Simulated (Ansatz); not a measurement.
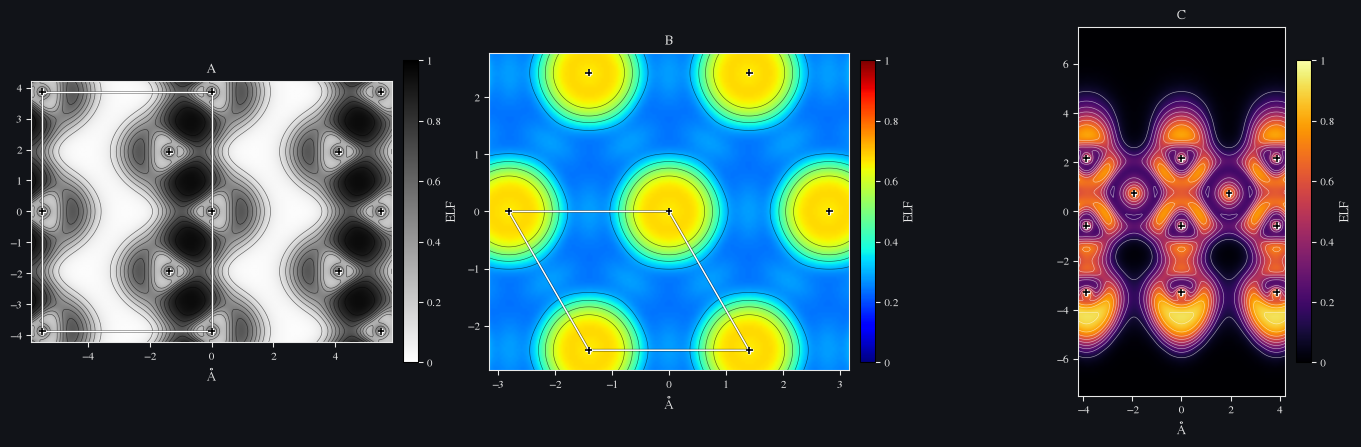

The electron localisation function of 3 systems, each on a plane through atoms (crosses mark nuclei in the plane).

Level of theory: DFT PBE, scalar-relativistic, plane waves, PAW in Ansatz.

System 1: Si2Ni (slab), the (010) plane of the calculation cell, a cut from vacuum to vacuum. Not relaxed (largest force 0.7 eV/Å); computed without spin polarisation.

System 2: Pt, the (001) plane of the calculation cell. Space group Fm-3m; a generated structure, not necessarily the stable one.

```cif
data_structure
_symmetry_space_group_name_H-M 'P 1'
_symmetry_Int_Tables_number 1
_cell_length_a 2.8069
_cell_length_b 2.8069
_cell_length_c 6.8785
_cell_angle_alpha 90.000
_cell_angle_beta 90.000
_cell_angle_gamma 120.000
_cell_volume 46.93
loop_
_atom_site_label
_atom_site_type_symbol
_atom_site_fract_x
_atom_site_fract_y
_atom_site_fract_z
_atom_site_occupancy
Pt1 Pt 0.00000 0.00000 0.00000 1
Pt2 Pt 0.33333 0.66667 0.33333 1
Pt3 Pt 0.66667 0.33333 0.66667 1
```

System 3: Si, the (011) plane of the conventional cell. Space group Fd-3m.

```
CELL_PARAMETERS angstrom
5.46976 0.00000 0.00000
0.00000 5.46976 0.00000
0.00000 0.00000 5.46976
ATOMIC_POSITIONS crystal
Si 0.00000 0.00000 0.00000
Si 0.50000 0.50000 0.00000
Si 0.50000 0.00000 0.50000
Si 0.00000 0.50000 0.50000
Si 0.25000 0.25000 0.25000
Si 0.75000 0.75000 0.25000
Si 0.75000 0.25000 0.75000
Si 0.25000 0.75000 0.75000
```

### Match each panel to its system.

Panel A is system 3, Si: the plane holds Si. Si–Si (2.37 Å): the ELF peaks at about 0.95 between the atoms; a covalent bond. Panel B is system 2, Pt: the plane holds Pt. Pt–Pt (2.81 Å): the ELF is about 0.30 at the midpoint; no shared electron pair shows on this line. Panel C is system 1, Si2Ni: the plane holds Si and Ni. Si–Ni (2.34 Å): the ELF peaks at about 0.75 in the valence shell of Si, 0.9 Å from its nucleus, and is about 0.55 at the midpoint.
